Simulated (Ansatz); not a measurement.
Ge

Input

```
crystal:
  lattice:
    - [3.3573218268, -3.9091785635, 0.0]
    - [3.3573218268, 3.9091785635, 0.0]
    - [0.0, 0.0, 6.7993705452]
  atoms:
    - { symbol: Ge, position: [0.313600499, 0.0466779087, 0.4109175127] }
    - { symbol: Ge, position: [0.4533220913, 0.186399501, 0.0890824873] }
    - { symbol: Ge, position: [0.0466779087, 0.313600499, 0.5890824873] }
    - { symbol: Ge, position: [0.186399501, 0.4533220913, 0.9109175127] }
    - { symbol: Ge, position: [0.9533220913, 0.686399501, 0.4109175127] }
    - { symbol: Ge, position: [0.686399501, 0.9533220913, 0.5890824873] }
    - { symbol: Ge, position: [0.813600499, 0.5466779087, 0.0890824873] }
    - { symbol: Ge, position: [0.5466779087, 0.813600499, 0.9109175127] }
basis:
  ecutwfc: 420
kpoints:
  mp_grid: { grid: [8, 8, 6] }
hamiltonian:
  xc: pbe
scf:
  occupations: { method: gaussian, width: 0.1 }
output:
  forces: true
  stress: true
  eigenvalues: true
  write_density: true
  write_potential: true
  elf: true
  volumetric_format: npy
relax:
  adjacent_minimum: "off"
  f_tol: 0.01
  max_steps: 30
  cell: { stress_tol: 0.1, fix: [volume] }
```

Launched as:

```sh
ansatz run input.yaml --threads 4 --pin off --max-ram 8192MiB --backend cpu --events-out ev --progress --plain --runs-dir out
```

Below, planes, directions and counts refer to the conventional cell (a = 6.70 Å, b = 7.82 Å, c = 6.81 Å, α = 90.00°, β = 90.00°, γ = 90.00°).

The fields are those of the relaxed geometry.

Space group Cmce; a structure generated by program, which may or may not match a known phase; changed on purpose from its base cell (volume × 0.88, shape and atoms relaxed); computed pressure about 9 GPa in this cell.

Level of theory: DFT PBE, scalar-relativistic, plane waves, PAW (Ansatz 0.2.0).

In a PAW calculation such maps are meaningful between the atoms, not at the nuclei.

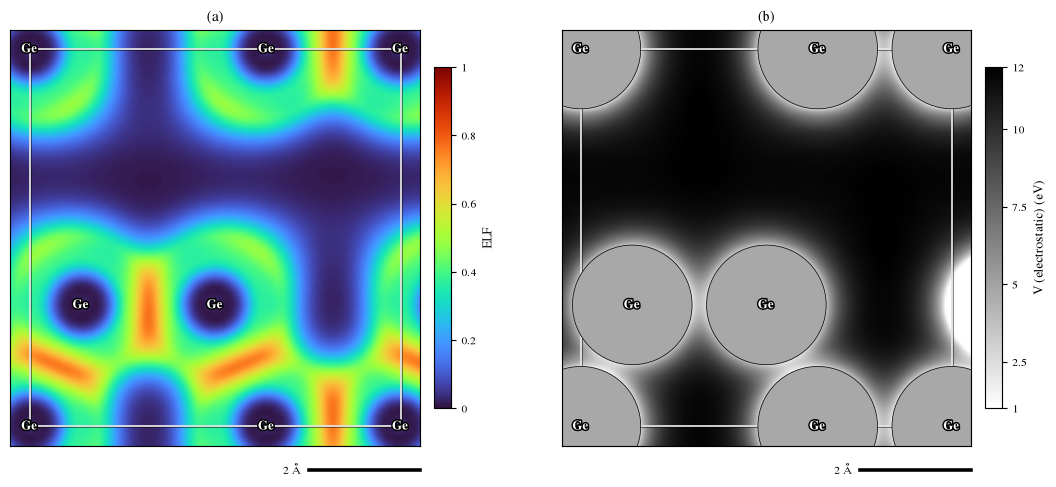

Figure 1. (a) electron localisation function; (b) electrostatic potential (local pseudopotential plus Hartree) felt by an electron on the (010) plane of the conventional cell. Grey discs cover the atomic cores in the potential map.

Read the bonding off the picture.

Answer. Atoms in the plane: Ge. Ge–Ge (2.38 Å): the ELF peaks at about 0.75 between the atoms (localised, covalent bonding). Ge–Ge (2.42 Å): the ELF peaks at about 0.75 between the atoms (a shared electron pair). Outside the cores the potential energy rises away from the atoms and is highest about 2.3 Å from the nearest atoms; its zero is arbitrary.

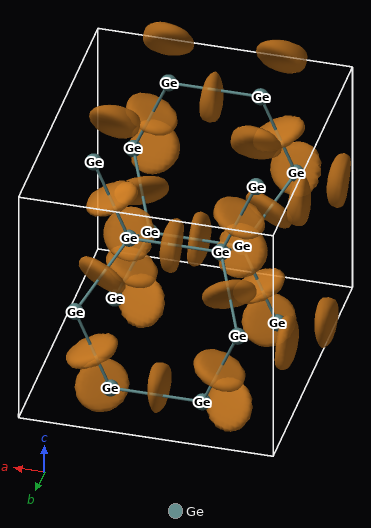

Figure 2. Isosurface of the ELF at 0.65 (orange), seen at an oblique angle. Only the valence region is drawn (cores and ρ < 0.01 e/Å³ removed). Sticks mark near contacts.

Where are the electrons localised?

Answer. The surface consists of 24 regions between bonded Ge–Ge atoms (shared pairs) and eight pockets between the atoms, centred on no nucleus (multi-centre or interstitial), counted in one cell of 16 atoms. Any copies at cell faces, edges or corners count once.

Metal or insulator at this level of theory?

Answer. It is gapped, with a Kohn–Sham gap of 0.26 eV on the k-point mesh (the band edges may lie off the mesh, which would make the gap smaller).
